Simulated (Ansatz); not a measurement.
System: W (slab).

Input file:

```
crystal:
  lattice:
    - [3.1835553862, 0.0, 0.0]
    - [-1.5917776931, 5.0336430388, 0.0]
    - [0.0, 0.0, 27.0807432932]
  atoms:
    - { symbol: W, position: [0.3, 0.6, 0.2769495622] }
    - { symbol: W, position: [0.6, 0.2, 0.3141246352] }
    - { symbol: W, position: [0.9, 0.8, 0.3512997082] }
    - { symbol: W, position: [0.2, 0.4, 0.3884747811] }
    - { symbol: W, position: [0.5, 0.0, 0.4256498541] }
    - { symbol: W, position: [0.8, 0.6, 0.462824927] }
    - { symbol: W, position: [0.1, 0.2, 0.5] }
    - { symbol: W, position: [0.4, 0.8, 0.537175073] }
    - { symbol: W, position: [0.7, 0.4, 0.5743501459] }
    - { symbol: W, position: [0.0, 0.0, 0.6115252189] }
    - { symbol: W, position: [0.3, 0.6, 0.6487002918] }
    - { symbol: W, position: [0.6, 0.2, 0.6858753648] }
    - { symbol: W, position: [0.9, 0.8, 0.7230504378] }
basis:
  ecutwfc: 420
kpoints:
  mp_grid: { grid: [11, 7, 1] }
hamiltonian:
  xc: pbe
scf:
  occupations: { method: gaussian, width: 0.1 }
output:
  forces: true
  eigenvalues: true
  write_density: true
  write_potential: true
  elf: true
  volumetric_format: npy
relax:
  adjacent_minimum: "off"
  f_tol: 0.02
  max_steps: 60
efield:
  axis: 3
  dipole_correction: true
```

Run with:

```sh
ansatz run input.yaml --threads 2 --pin off --max-ram 5120MiB --backend cpu --events-out ev --progress --plain --runs-dir out
```

The fields are those of the relaxed geometry.

Computed with DFT PBE, scalar-relativistic, plane waves, PAW (Ansatz).

> What can the converged valence pseudo-density and electron localisation function tell about the bonding?

W–W (2.61 Å): the density is about 0.55 e/Å³ at the midpoint; the ELF is about 0.45 at the midpoint.
W–W (2.75 Å): the density is about 0.41 e/Å³ at the midpoint; the ELF is about 0.35 at the midpoint.
W–W (2.99 Å): ρ at the midpoint is about 0.32 e/Å³; the ELF is about 0.40 at the midpoint.

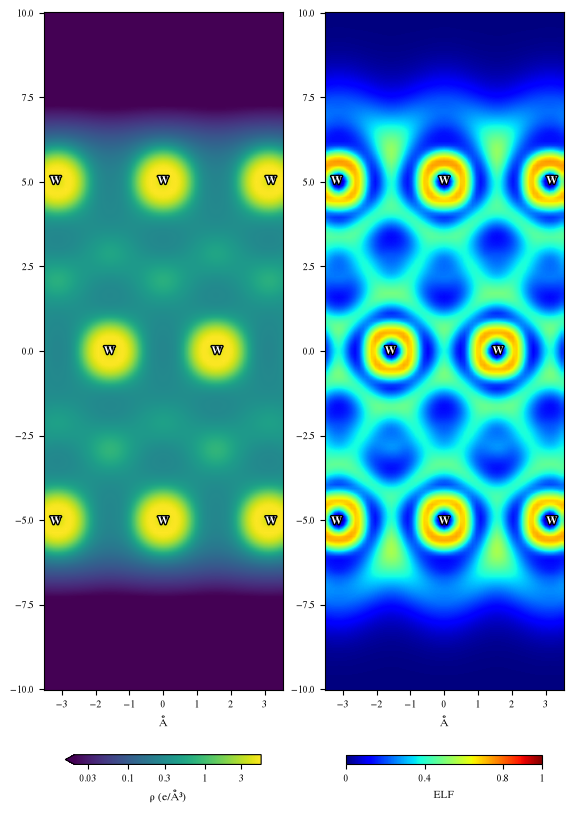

Computed valence pseudo-density and electron localisation function on the (010) plane of the calculation cell, a cut from vacuum to vacuum, in this order. Atoms just off the plane (W, 0.9 Å away) can leave unmarked features too.

The density is the valence pseudo-density of a PAW calculation; it isn't the true density close to the nuclei.
